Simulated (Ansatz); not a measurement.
Here is a crystal structure:

```xyz
8
Lattice="4.3459 0.0000 0.0000 0.0000 4.7007 0.0000 0.0000 0.0000 5.6271" Properties=species:S:1:pos:R:3 pbc="T T T"
Cu    1.0865    1.1752    2.8136
Cu    1.0865    3.5256    0.0000
O     2.1729    0.0000    4.2204
O     2.1729    0.0000    1.4068
Cu    3.2594    3.5256    2.8136
Cu    3.2594    1.1752    0.0000
O     0.0000    2.3504    4.2204
O     0.0000    2.3504    1.4068
```

What structure is this?

The solid is CuO. The structure has Cccm (No. 66) symmetry and a base-centred orthorhombic lattice. Counting shared atoms by their share gives 4 Cu, 4 O, or 8 atoms. Each Cu has four O in a distorted square planar arrangement at 2.13 Å. The O atoms are each bonded to four Cu in a distorted tetrahedral arrangement at 2.13 Å. The bonds build a three-dimensional framework.

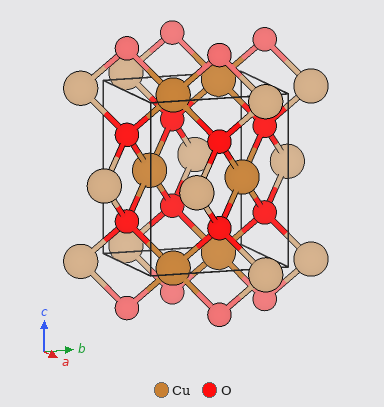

A ball-and-stick picture of a crystal structure, seen slightly off an axis. The wireframe shows the conventional unit cell. Every bond is drawn to its end, so some atoms lie outside the box, in fainter colours. Colours: copper orange, oxygen red.

Origin of the cell: a structure listed in the Materials Project. Earlier steps of the study, as a rule a relaxation of our own, may have changed the cell and positions, so they can lie some per cent off the listed ones. Ansatz was used for an electronic-structure calculation on it.

At this level of theory the run's own cell isn't at rest (stretched, at -26 GPa), so its distances can differ from those at equilibrium, the more so the softer the solid.
